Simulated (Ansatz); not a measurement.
The coordinates of a crystal:

```xyz
2
Lattice="2.8335 0.0000 0.0000 0.0000 2.8335 0.0000 0.0000 0.0000 2.8335" Properties=species:S:1:pos:R:3 pbc="T T T"
Al    0.0000    0.0000    0.0000
Cu    1.4167    1.4167    1.4167
```

Work out the structure from the coordinates.

The structure is one of AlCu. It takes space group Pm-3m (No. 221) on a primitive cubic lattice. Prototype: caesium chloride (CsCl, B2) type. In the cell are 1 Al, 1 Cu, which makes 1 formula unit. The coordination shell of Al holds eight Cu in a cubic arrangement at 2.45 Å. Cu is surrounded by eight Al in a cubic arrangement at 2.45 Å. Not all metal-metal contacts are counted. The bonds build a three-dimensional framework.

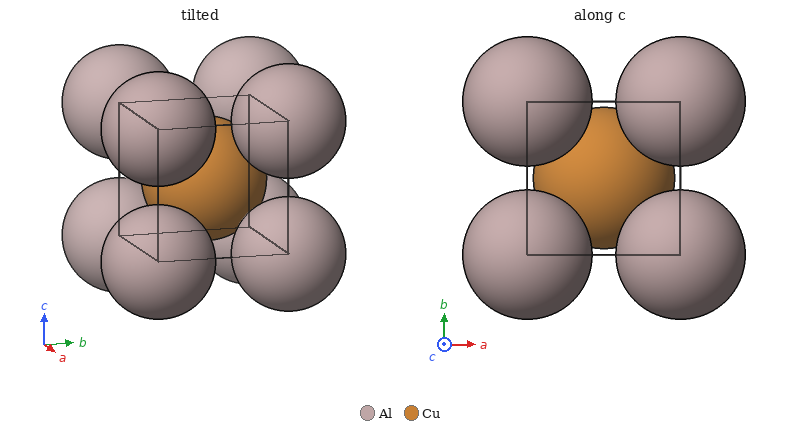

Crystal structure, space-filling style, seen slightly off an axis and along the c axis. The conventional unit cell is drawn as a box.

Provenance: a structure listed in the Materials Project. The cell was then strained or its atoms displaced on purpose. A calculation with Ansatz used it as input.

At this level of theory the cell isn't at rest (compressed, at 23 GPa), so its distances can differ from those at equilibrium, the more so the softer the solid.
